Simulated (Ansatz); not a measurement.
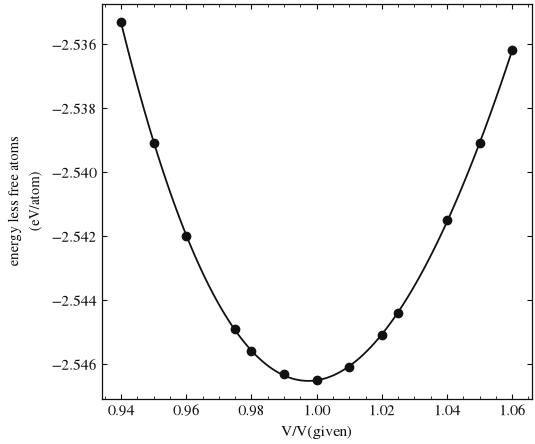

Computed with Ansatz 0.2.0: periodic Kohn-Sham DFT of a crystal at fixed atoms, scaled to the stated factor times the given cell, energy less spherical unpolarised free atoms. Level: PBE.

```json
{"setting": "method", "value": "all-electron LAPW"}
{"setting": "relativity", "value": "scalar"}
{"setting": "k mesh", "value": "9×9×9"}
{"setting": "occupations", "value": "Fermi–Dirac"}
{"setting": "smearing width", "value": "0.01 eV"}
{"setting": "basis error target", "value": "1 (meV/atom)"}
{"setting": "nucleus", "value": "Gaussian"}
```

Cell as given: a = 3.434 Å, b = 3.434 Å, c = 3.434 Å, α = 90.00°, β = 90.00°, γ = 90.00°; 2 atoms.

**Figure.** Energy less free atoms against V/V(given) for AgCl, space group Pm-3m (No. 221).

V(given) is 20.25 Å³/atom.

A third-order Birch–Murnaghan fit gives V0 = 20.20 Å³/atom, B0 = 47.3 GPa and B′ = 5.2. The energy less free atoms is −2.5353 eV/atom at V/V(given) 0.940 and −2.5362 eV/atom at 1.060; the lowest computed point is at V/V(given) 1.000 (−2.5465 eV/atom), in a single well.
